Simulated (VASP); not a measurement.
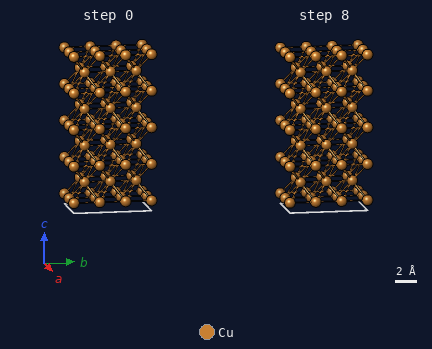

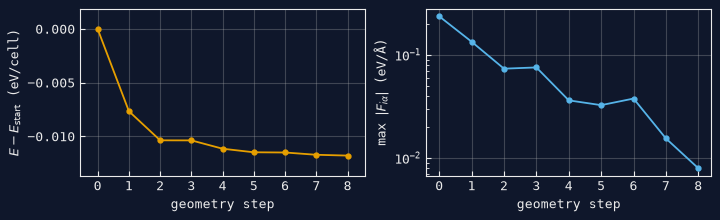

First and last geometry of a relaxation of a slab of composition Cu, with the history of the run. Style: ball-and-stick. Shown: the 2 × 3 repeat of the cell, outlined in the plane, without the vacuum, slightly off an axis.

The run lets the atoms move in a fixed cell.

Method: Kohn-Sham DFT of a periodic cell, PBEsol, VASP PAW PBE potentials, recommended (VASP).

The input:
```
SYSTEM = Cu
PREC = Accurate
ENCUT = 520
EDIFF = 1E-6
ISMEAR = 1
SIGMA = 0.2
LREAL = .FALSE.
LASPH = .TRUE.
NELM = 60
ALGO = Normal
ISIF = 2
LWAVE = .FALSE.
LCHARG = .FALSE.
GGA = PS
IBRION = 2
NSW = 40
EDIFFG = -0.01
KPAR = 8
```

Launched with:
```bash
cat potpaw_PBE.64/Cu/POTCAR > POTCAR
mpirun -np 8 vasp_std > vasp.out
```

Q: Read the history and describe the run.

A: It converged. The largest moves, 0.032 Å, are those of Cu atoms. The cell stays as it was. Among the contacts that change: Cu–Cu 2.524 → 2.488 Å. After 8 geometry steps the energy has fallen by 11.8 meV per cell of the calculation. Largest force component: 0.24 eV/Å at the start, 0.0079 eV/Å at the end.
